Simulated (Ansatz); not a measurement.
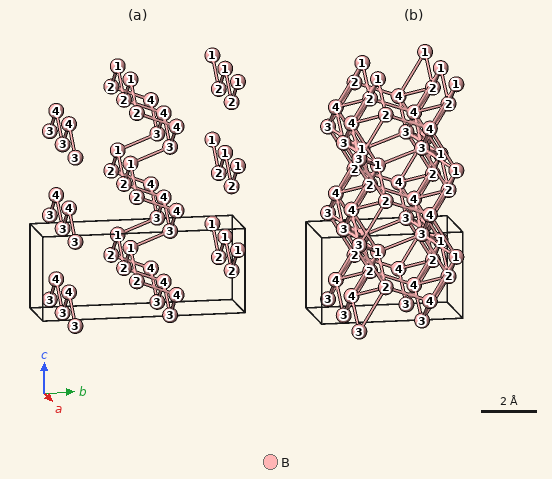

The structure of crystalline B (built on the black phosphorus_64 type) (coarse preliminary run) before (left) and after (right) a relaxation, at one scale.

The picture is a ball-and-stick view of the conventional cell (2 times the calculation's cell), repeated 2 × 1 × 3 with one cell outlined, seen slightly off an axis. Lengths and directions refer to the drawn axes.

Case: black phosphorus type (Cmce, No. 64).

These are results of Ansatz 0.2.0, DFT PBE, scalar-relativistic, plane waves, PAW, not measurements. Settings: plane-wave cutoff 420 eV; k-point mesh 8 × 8 × 6; occupations gaussian; smearing width 0.1 eV; no spin polarisation; cell and atoms relaxed; force threshold 0.04 eV/Å; at most 70 steps.

Summarise the run.

Answer. The largest moves relative to the cell, 0.31 Å, are those of B1, B2, B3 and B4. B2 goes along −b. Cell: a 2.405 → 2.940 Å (+22.2 %), b 7.630 → 5.324 Å (−30.2 %), c 3.183 → 3.263 Å (+2.5 %). Volume −12.6 %. Among the contacts that change: B1–B4 2.813 → 1.913 Å, B1–B3 2.675 → 1.873 Å, B1–B2 1.576 → 1.802 Å, B1–B3 (another image) 1.601 → 1.765 Å. New bonds form: B1–B3 (2.67 → 1.87 Å), B1–B4 (2.81 → 1.91 Å), B2–B3 (2.81 → 1.91 Å), B2–B4 (2.67 → 1.87 Å). Bond angles that change, for instance: B2–B1–B2 99.5° → 109.4°, B2–B1–B3 103.4° → 101.1°. The space group stays Cmce (No. 64). Over 15 accepted moves (17 points after the start) the energy falls by 5.873 eV per cell of the calculation. The largest force component goes from 2.1 to 0.002 eV/Å. Pressure: 43.23 GPa at the start and 0.02 GPa at the end. The SCF was repeated twice at an unchanged geometry on a basis and grid sized afresh for the cell, which shifted the energy by 44.7 meV per cell of the calculation at most. The run took about 30 core-seconds on a shared host.
